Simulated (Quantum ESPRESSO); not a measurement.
# Run report: Sn, band-structure run (part 1 of 3)

Sn (I4₁/amd, 2 atoms in the cell), computed with Kohn-Sham DFT of a periodic cell, PBEsol, spin-orbit coupling, PseudoDojo 0.4 FR PBEsol standard, no spin polarisation (Quantum ESPRESSO 7.5).

The structure derives from a Materials Project entry.

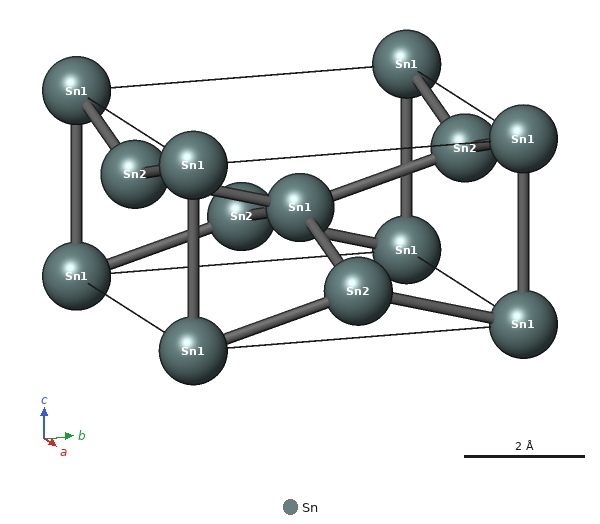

*The structure as given in the input (ball-and-stick view of the cell 2 times as large as that of the calculation, set on its symmetry axes, seen slightly off an axis; atoms are numbered from 1 in the order of the input). An atom can appear more than once, as a periodic image.*

Near neighbours in the periodic cell (some may lie outside the picture): Sn has 6 Sn at 3.05 to 3.20 Å.

## Input
```
&CONTROL
  calculation = 'scf'
  prefix = 'pwscf'
  outdir = './tmp'
  pseudo_dir = './pseudo'
  tprnfor = .true.
  tstress = .true.
  disk_io = 'low'
/
&SYSTEM
  ibrav = 0
  celldm(1) = 8
  nat = 2
  ntyp = 1
  ecutwfc = 72
  nbnd = 42
  occupations = 'smearing'
  smearing = 'fd'
  degauss = 0.00367493
  noncolin = .true.
  lspinorb = .true.
/
&ELECTRONS
  conv_thr = 4d-10
  electron_maxstep = 120
  mixing_beta = 0.5
/
ATOMIC_SPECIES
Sn   118.7100 Sn.upf
CELL_PARAMETERS alat
 -0.6945075285562   0.6945075285562   0.3777803436988
  0.6945075285562  -0.6945075285562   0.3777803436988
  0.6945075285562   0.6945075285562  -0.3777803436988
ATOMIC_POSITIONS crystal
Sn     0.0000000000    0.0000000000    0.0000000000
Sn     0.7500000000    0.2500000000    0.5000000000
K_POINTS automatic
9 9 9 0 0 0
```

## File pp_density.in
```
&INPUTPP
  prefix = 'pwscf'
  outdir = './tmp'
  filplot = 'density.dat'
  plot_num = 0
/
&PLOT
  nfile = 1
  filepp(1) = 'density.dat'
  iflag = 3
  output_format = 6
  fileout = 'density.cube'
/
```

## File pp_potential.in
```
&INPUTPP
  prefix = 'pwscf'
  outdir = './tmp'
  filplot = 'potential.dat'
  plot_num = 11
/
&PLOT
  nfile = 1
  filepp(1) = 'potential.dat'
  iflag = 3
  output_format = 6
  fileout = 'potential.cube'
/
```

## File bands.in
```
&CONTROL
  calculation = 'bands'
  prefix = 'pwscf'
  outdir = './tmp'
  pseudo_dir = './pseudo'
  disk_io = 'low'
  verbosity = 'high'
/
&SYSTEM
  ibrav = 0
  celldm(1) = 8
  nat = 2
  ntyp = 1
  ecutwfc = 72
  nbnd = 42
  occupations = 'smearing'
  smearing = 'fd'
  degauss = 0.00367493
  noncolin = .true.
  lspinorb = .true.
/
&ELECTRONS
  conv_thr = 1d-08
  electron_maxstep = 120
  mixing_beta = 0.5
  diago_full_acc = .true.
  startingwfc = 'random'
/
ATOMIC_SPECIES
Sn   118.7100 Sn.upf
CELL_PARAMETERS alat
 -0.6945075285562   0.6945075285562   0.3777803436988
  0.6945075285562  -0.6945075285562   0.3777803436988
  0.6945075285562   0.6945075285562  -0.3777803436988
ATOMIC_POSITIONS crystal
Sn     0.0000000000    0.0000000000    0.0000000000
Sn     0.7500000000    0.2500000000    0.5000000000
K_POINTS crystal
60
 0.0000000000  0.0000000000  0.0000000000 1
 0.0000000000  0.0000000000  0.1000000000 1
 0.0000000000  0.0000000000  0.2000000000 1
 0.0000000000  0.0000000000  0.3000000000 1
 0.0000000000  0.0000000000  0.4000000000 1
 0.0000000000  0.0000000000  0.5000000000 1
-0.1000000000  0.1000000000  0.5000000000 1
-0.2000000000  0.2000000000  0.5000000000 1
-0.3000000000  0.3000000000  0.5000000000 1
-0.4000000000  0.4000000000  0.5000000000 1
-0.5000000000  0.5000000000  0.5000000000 1
-0.4375000000  0.4375000000  0.4375000000 1
-0.3750000000  0.3750000000  0.3750000000 1
-0.3125000000  0.3125000000  0.3125000000 1
-0.2500000000  0.2500000000  0.2500000000 1
-0.1875000000  0.1875000000  0.1875000000 1
-0.1250000000  0.1250000000  0.1250000000 1
-0.0625000000  0.0625000000  0.0625000000 1
 0.0000000000  0.0000000000  0.0000000000 1
 0.0323971565  0.0323971565 -0.0323971565 1
 0.0647943130  0.0647943130 -0.0647943130 1
 0.0971914695  0.0971914695 -0.0971914695 1
 0.1295886260  0.1295886260 -0.1295886260 1
 0.1619857825  0.1619857825 -0.1619857825 1
 0.1943829391  0.1943829391 -0.1943829391 1
 0.2267800956  0.2267800956 -0.2267800956 1
 0.2591772521  0.2591772521 -0.2591772521 1
 0.2915744086  0.2915744086 -0.2915744086 1
 0.3239715651  0.3239715651 -0.3239715651 1
 0.3116429709  0.3116429709 -0.2283096376 1
 0.2993143767  0.2993143767 -0.1326477101 1
 0.2869857825  0.2869857825 -0.0369857825 1
 0.2746571884  0.2746571884  0.0586761450 1
 0.2623285942  0.2623285942  0.1543380725 1
 0.2500000000  0.2500000000  0.2500000000 1
 0.1875000000  0.3125000000  0.1875000000 1
 0.1250000000  0.3750000000  0.1250000000 1
 0.0625000000  0.4375000000  0.0625000000 1
 0.0000000000  0.5000000000  0.0000000000 1
-0.0647943130  0.5352056870  0.0647943130 1
-0.1295886260  0.5704113740  0.1295886260 1
-0.1943829391  0.6056170609  0.1943829391 1
-0.2591772521  0.6408227479  0.2591772521 1
-0.3239715651  0.6760284349  0.3239715651 1
-0.3533096376  0.6466903624  0.3533096376 1
-0.3826477101  0.6173522899  0.3826477101 1
-0.4119857825  0.5880142175  0.4119857825 1
-0.4413238550  0.5586761450  0.4413238550 1
-0.4706619275  0.5293380725  0.4706619275 1
-0.5000000000  0.5000000000  0.5000000000 1
 0.0000000000  0.0000000000  0.5000000000 1
 0.0277777778  0.0277777778  0.4722222222 1
 0.0555555556  0.0555555556  0.4444444444 1
 0.0833333333  0.0833333333  0.4166666667 1
 0.1111111111  0.1111111111  0.3888888889 1
 0.1388888889  0.1388888889  0.3611111111 1
 0.1666666667  0.1666666667  0.3333333333 1
 0.1944444444  0.1944444444  0.3055555556 1
 0.2222222222  0.2222222222  0.2777777778 1
 0.2500000000  0.2500000000  0.2500000000 1
```

Hardware: 2 threads of Arm Neoverse V1, 24 GiB of memory available, shared host.

Command:
```bash
OMP_NUM_THREADS=1 mpirun -n 2 pw.x -nk 2 -in pw.in > pw.out
OMP_NUM_THREADS=1 mpirun -n 1 pp.x -in pp_density.in > pp_density.out
OMP_NUM_THREADS=1 mpirun -n 1 pp.x -in pp_potential.in > pp_potential.out
OMP_NUM_THREADS=1 mpirun -n 2 pw.x -nk 2 -in bands.in > bands.out
```

## Log
```
This program is part of the open-source Quantum ESPRESSO suite
     for quantum simulation of materials; please cite
         "P. Giannozzi et al., J. Phys.:Condens. Matter 21 395502 (2009);
         "P. Giannozzi et al., J. Phys.:Condens. Matter 29 465901 (2017);
         "P. Giannozzi et al., J. Chem. Phys. 152 154105 (2020);
          URL
     in publications or presentations arising from this work. More details at

     Message from routine setup:
     using ibrav=0 with symmetry is DISCOURAGED, use correct ibrav instead

     K-points division:     npool     =       2
     Subspace diagonalization in iterative solution of the eigenvalue problem:
     a serial algorithm will be used

     G-vector sticks info
     --------------------
     sticks:   dense  smooth     PW     G-vecs:    dense   smooth      PW
     Sum        1091    1091    331                30825    30825    5253

     Using Slab Decomposition

     bravais-lattice index     =            0
     lattice parameter (alat)  =       8.0000  a.u.
     unit-cell volume          =     373.1842 (a.u.)^3
     number of atoms/cell      =            2
     number of atomic types    =            1
     number of electrons       =        28.00
     number of Kohn-Sham states=           42
     kinetic-energy cutoff     =      72.0000  Ry
     charge density cutoff     =     288.0000  Ry
     scf convergence threshold =      4.0E-10
     mixing beta               =       0.5000
     number of iterations used =            8  plain     mixing
     Exchange-correlation= PBESOL
                           (   1   4  10   8   0   0   0)
     Non magnetic calculation with spin-orbit

     celldm(1)=   8.000000  celldm(2)=   0.000000  celldm(3)=   0.000000
     celldm(4)=   0.000000  celldm(5)=   0.000000  celldm(6)=   0.000000

     crystal axes: (cart. coord. in units of alat)
               a(1) = (  -0.694508   0.694508   0.377780 )
               a(2) = (   0.694508  -0.694508   0.377780 )
               a(3) = (   0.694508   0.694508  -0.377780 )

     reciprocal axes: (cart. coord. in units 2 pi/alat)
               b(1) = ( -0.000000  0.719935  1.323520 )
               b(2) = (  0.719935 -0.000000  1.323520 )
               b(3) = (  0.719935  0.719935  0.000000 )

     PseudoPot. # 1 for Sn read from file:
     Sn.upf
     Pseudo is Norm-conserving + core correction, Zval = 14.0
     Generated using ONCVPSP code by D. R. Hamann
     Using radial grid of 1648 points, 10 beta functions with:
                l(1) =   0
                l(2) =   0
                l(3) =   1
                l(4) =   1
                l(5) =   1
                l(6) =   1
                l(7) =   2
                l(8) =   2
                l(9) =   2
               l(10) =   2

     atomic species   valence    mass     pseudopotential
     Sn               14.00   118.71000     Sn( 1.00)

     16 Sym. Ops., with inversion, found ( 8 have fractional translation)

   Cartesian axes

     site n.     atom                  positions (alat units)
         1        Sn     tau(   1) = (   0.0000000   0.0000000   0.0000000  )
         2        Sn     tau(   2) = (   0.0000000   0.6945075   0.1888902  )

     number of k points=    75  Fermi-Dirac smearing, width (Ry)=  0.0037
                       cart. coord. in units 2pi/alat
        k(    1) = (   0.0000000   0.0000000   0.0000000), wk =   0.0013717
        k(    2) = (   0.0799927   0.0799927   0.0000000), wk =   0.0054870
        k(    3) = (   0.1599855   0.1599855   0.0000000), wk =   0.0054870
        k(    4) = (   0.2399782   0.2399782   0.0000000), wk =   0.0054870
        k(    5) = (   0.3199709   0.3199709   0.0000000), wk =   0.0054870
        k(    6) = (   0.0799927  -0.0000000   0.1470578), wk =   0.0109739
        k(    7) = (   0.1599855   0.0799927   0.1470578), wk =   0.0219479
        k(    8) = (   0.2399782   0.1599855   0.1470578), wk =   0.0219479
        k(    9) = (   0.3199709   0.2399782   0.1470578), wk =   0.0219479
        k(   10) = (   0.3999637   0.3199709   0.1470578), wk =   0.0109739
        k(   11) = (   0.1599855  -0.0000000   0.2941156), wk =   0.0109739
        k(   12) = (   0.2399782   0.0799927   0.2941156), wk =   0.0219479
        k(   13) = (   0.3199709   0.1599855   0.2941156), wk =   0.0219479
        k(   14) = (   0.3999637   0.2399782   0.2941156), wk =   0.0219479
        k(   15) = (   0.0799927  -0.0799927   0.2941156), wk =   0.0109739
        k(   16) = (   0.2399782  -0.0000000   0.4411735), wk =   0.0109739
        k(   17) = (   0.3199709   0.0799927   0.4411735), wk =   0.0219479
        k(   18) = (   0.3999637   0.1599855   0.4411735), wk =   0.0219479
        k(   19) = (   0.4799564   0.2399782   0.4411735), wk =   0.0109739
        k(   20) = (   0.0799927  -0.1599855   0.4411735), wk =   0.0219479
        k(   21) = (   0.3199709  -0.0000000   0.5882313), wk =   0.0109739
        k(   22) = (   0.3999637   0.0799927   0.5882313), wk =   0.0219479
        k(   23) = (   0.4799564   0.1599855   0.5882313), wk =   0.0219479
        k(   24) = (   0.0799927  -0.2399782   0.5882313), wk =   0.0219479
        k(   25) = (   0.1599855  -0.1599855   0.5882313), wk =   0.0109739
        k(   26) = (   0.1599855   0.1599855   0.2941156), wk =   0.0109739
        k(   27) = (   0.2399782   0.2399782   0.2941156), wk =   0.0109739
        k(   28) = (   0.3199709   0.3199709   0.2941156), wk =   0.0109739
        k(   29) = (  -0.0000000  -0.0000000   0.2941156), wk =   0.0027435
        k(   30) = (   0.2399782   0.1599855   0.4411735), wk =   0.0219479
        k(   31) = (   0.3199709   0.2399782   0.4411735), wk =   0.0219479
        k(   32) = (   0.3999637   0.3199709   0.4411735), wk =   0.0109739
        k(   33) = (   0.0000000  -0.0799927   0.4411735), wk =   0.0109739
        k(   34) = (   0.3199709   0.1599855   0.5882313), wk =   0.0219479
        k(   35) = (   0.3999637   0.2399782   0.5882313), wk =   0.0219479
        k(   36) = (  -0.0000000  -0.1599855   0.5882313), wk =   0.0109739
        k(   37) = (   0.0799927  -0.0799927   0.5882313), wk =   0.0109739
        k(   38) = (   0.4799564   0.2399782   0.7352891), wk =   0.0109739
        k(   39) = (   0.0000000  -0.2399782   0.7352891), wk =   0.0109739
        k(   40) = (   0.0799927  -0.1599855   0.7352891), wk =   0.0219479
        k(   41) = (  -0.0000000   0.3999637  -0.4411735), wk =   0.0109739
        k(   42) = (  -0.6399419  -0.2399782  -0.4411735), wk =   0.0219479
        k(   43) = (  -0.5599491  -0.1599855  -0.4411735), wk =   0.0109739
        k(   44) = (  -0.0000000   0.3199709  -0.2941156), wk =   0.0109739
        k(   45) = (   0.0799927   0.3999637  -0.2941156), wk =   0.0219479
        k(   46) = (  -0.5599491  -0.2399782  -0.2941156), wk =   0.0219479
        k(   47) = (  -0.0000000   0.2399782  -0.1470578), wk =   0.0109739
        k(   48) = (   0.0799927   0.3199709  -0.1470578), wk =   0.0219479
        k(   49) = (   0.1599855   0.3999637  -0.1470578), wk =   0.0219479
        k(   50) = (  -0.4799564  -0.2399782  -0.1470578), wk =   0.0109739
        k(   51) = (  -0.0000000   0.1599855  -0.0000000), wk =   0.0054870
        k(   52) = (   0.0799927   0.2399782  -0.0000000), wk =   0.0109739
        k(   53) = (   0.1599855   0.3199709  -0.0000000), wk =   0.0109739
        k(   54) = (   0.2399782   0.3999637  -0.0000000), wk =   0.0109739
        k(   55) = (   0.3199709   0.3199709   0.5882313), wk =   0.0109739
        k(   56) = (   0.0000000   0.0000000   0.5882313), wk =   0.0027435
        k(   57) = (  -0.0000000  -0.0799927   0.7352891), wk =   0.0109739
        k(   58) = (   0.0000000  -0.1599855   0.8823469), wk =   0.0109739
        k(   59) = (   0.0799927  -0.0799927   0.8823469), wk =   0.0109739
        k(   60) = (  -0.0000000   0.4799564  -0.2941156), wk =   0.0109739
        k(   61) = (  -0.6399419  -0.1599855  -0.2941156), wk =   0.0219479
        k(   62) = (  -0.0000000   0.3999637  -0.1470578), wk =   0.0109739
        k(   63) = (   0.0799927   0.4799564  -0.1470578), wk =   0.0219479
        k(   64) = (  -0.5599491  -0.1599855  -0.1470578), wk =   0.0109739
        k(   65) = (  -0.0000000   0.3199709   0.0000000), wk =   0.0054870
        k(   66) = (   0.0799927   0.3999637   0.0000000), wk =   0.0109739
        k(   67) = (   0.1599855   0.4799564   0.0000000), wk =   0.0109739
        k(   68) = (  -0.0000000  -0.0000000   0.8823469), wk =   0.0027435
        k(   69) = (   0.0000000  -0.0799927   1.0294048), wk =   0.0109739
        k(   70) = (  -0.0000000   0.5599491  -0.1470578), wk =   0.0109739
        k(   71) = (  -0.6399419  -0.0799927  -0.1470578), wk =   0.0109739
        k(   72) = (  -0.0000000   0.4799564  -0.0000000), wk =   0.0054870
        k(   73) = (   0.0799927   0.5599491  -0.0000000), wk =   0.0109739
        k(   74) = (   0.0000000   0.0000000   1.1764626), wk =   0.0027435
        k(   75) = (  -0.0000000   0.6399419   0.0000000), wk =   0.0054870

     Dense  grid:    30825 G-vectors     FFT dimensions: (  48,  48,  48)

     Initial potential from superposition of free atoms

     starting charge      27.9971, renormalised to      28.0000
     Starting wfcs are   36 randomized atomic wfcs +    6 random wfcs

     Self-consistent Calculation

     iteration #  1     ecut=    72.00 Ry     beta= 0.50
     Davidson diagonalization with overlap
     ethr =  1.00E-02,  avg # of iterations =  4.0

     Threshold (ethr) on eigenvalues was too large:
     Diagonalizing with lowered threshold

     Davidson diagonalization with overlap
     ethr =  2.84E-05,  avg # of iterations =  5.7

     total energy              =    -314.37068684 Ry
     estimated scf accuracy    <       0.00823456 Ry

     iteration #  2     ecut=    72.00 Ry     beta= 0.50
     Davidson diagonalization with overlap
     ethr =  2.94E-05,  avg # of iterations =  1.0

     total energy              =    -314.37133728 Ry
     estimated scf accuracy    <       0.00108099 Ry

     iteration #  3     ecut=    72.00 Ry     beta= 0.50
     Davidson diagonalization with overlap
     ethr =  3.86E-06,  avg # of iterations =  2.7

     total energy              =    -314.37139805 Ry
     estimated scf accuracy    <       0.00011209 Ry

     iteration #  4     ecut=    72.00 Ry     beta= 0.50
     Davidson diagonalization with overlap
     ethr =  4.00E-07,  avg # of iterations =  1.1

     total energy              =    -314.37140325 Ry
     estimated scf accuracy    <       0.00000205 Ry

     iteration #  5     ecut=    72.00 Ry     beta= 0.50
     Davidson diagonalization with overlap
     ethr =  7.31E-09,  avg # of iterations =  2.9

     total energy              =    -314.37140397 Ry
     estimated scf accuracy    <       0.00000009 Ry

     iteration #  6     ecut=    72.00 Ry     beta= 0.50
     Davidson diagonalization with overlap
     ethr =  3.13E-10,  avg # of iterations =  2.3

     total energy              =    -314.37140398 Ry
     estimated scf accuracy    <          9.4E-09 Ry

     iteration #  7     ecut=    72.00 Ry     beta= 0.50
     Davidson diagonalization with overlap
     ethr =  3.37E-11,  avg # of iterations =  2.1

     total energy              =    -314.37140399 Ry
     estimated scf accuracy    <          5.8E-10 Ry

     iteration #  8     ecut=    72.00 Ry     beta= 0.50
     Davidson diagonalization with overlap
     ethr =  2.07E-12,  avg # of iterations =  2.2

     End of self-consistent calculation

          k = 0.0000 0.0000 0.0000 (  3837 PWs)   bands (ev):

   -11.3851 -11.3851 -11.3687 -11.3687 -11.3390 -11.3390 -11.2923 -11.2923
   -10.3713 -10.3713 -10.3548 -10.3548 -10.3218 -10.3218 -10.2989 -10.2989
   -10.2038 -10.2038 -10.1327 -10.1327  -0.3973  -0.3973   6.8891   6.8891
     8.4709   8.4709   8.8611   8.8611  13.5818  13.5818  16.2799  16.2799
    17.0192  17.0192  17.3406  17.3406  17.5929  17.5929  20.3591  20.3591
    21.0277  21.0277

          k = 0.0800 0.0800 0.0000 (  3847 PWs)   bands (ev):

   -11.3807 -11.3807 -11.3683 -11.3683 -11.3400 -11.3400 -11.2925 -11.2925
   -10.3688 -10.3688 -10.3569 -10.3569 -10.3236 -10.3236 -10.2904 -10.2904
   -10.2068 -10.2068 -10.1394 -10.1394  -0.2881  -0.2881   6.0819   6.0819
     8.7415   8.7415   9.3191   9.3191  14.0931  14.0931  15.6099  15.6099
    16.2358  16.2358  17.3219  17.3219  17.4954  17.4954  20.9139  20.9139
    21.0459  21.0459

          k = 0.1600 0.1600 0.0000 (  3849 PWs)   bands (ev):

   -11.3693 -11.3693 -11.3667 -11.3667 -11.3420 -11.3420 -11.2942 -11.2942
   -10.3688 -10.3688 -10.3512 -10.3512 -10.3275 -10.3275 -10.2714 -10.2714
   -10.2163 -10.2163 -10.1569 -10.1569   0.0395   0.0395   4.7577   4.7577
     9.1560   9.1560  10.1026  10.1026  14.3023  14.3023  14.9968  14.9968
    15.5101  15.5101  17.0104  17.0104  17.1898  17.1898  20.5531  20.5531
    20.6754  20.6754

          k = 0.2400 0.2400 0.0000 (  3863 PWs)   bands (ev):

   -11.3647 -11.3647 -11.3575 -11.3575 -11.3400 -11.3400 -11.2995 -11.2995
   -10.3690 -10.3690 -10.3470 -10.3470 -10.3204 -10.3204 -10.2522 -10.2522
   -10.2317 -10.2317 -10.1790 -10.1790   0.5847   0.5847   3.4617   3.4617
     9.7908   9.7908  10.8581  10.8581  12.9507  12.9507  13.7544  13.7544
    16.7297  16.7297  16.8228  16.8228  17.5826  17.5826  20.2643  20.2643
    20.3473  20.3473

          k = 0.3200 0.3200 0.0000 (  3856 PWs)   bands (ev):

   -11.3613 -11.3613 -11.3576 -11.3576 -11.3257 -11.3257 -11.3102 -11.3102
   -10.3641 -10.3641 -10.3553 -10.3553 -10.2955 -10.2955 -10.2665 -10.2665
   -10.2219 -10.2219 -10.2008 -10.2008   1.3443   1.3443   2.3096   2.3096
    10.6498  10.6498  11.6698  11.6698  11.7249  11.7249  12.6397  12.6397
    16.5911  16.5911  16.6259  16.6259  19.8293  19.8293  20.1121  20.1121
    20.3361  20.3361

          k = 0.0800-0.0000 0.1471 (  3843 PWs)   bands (ev):
```
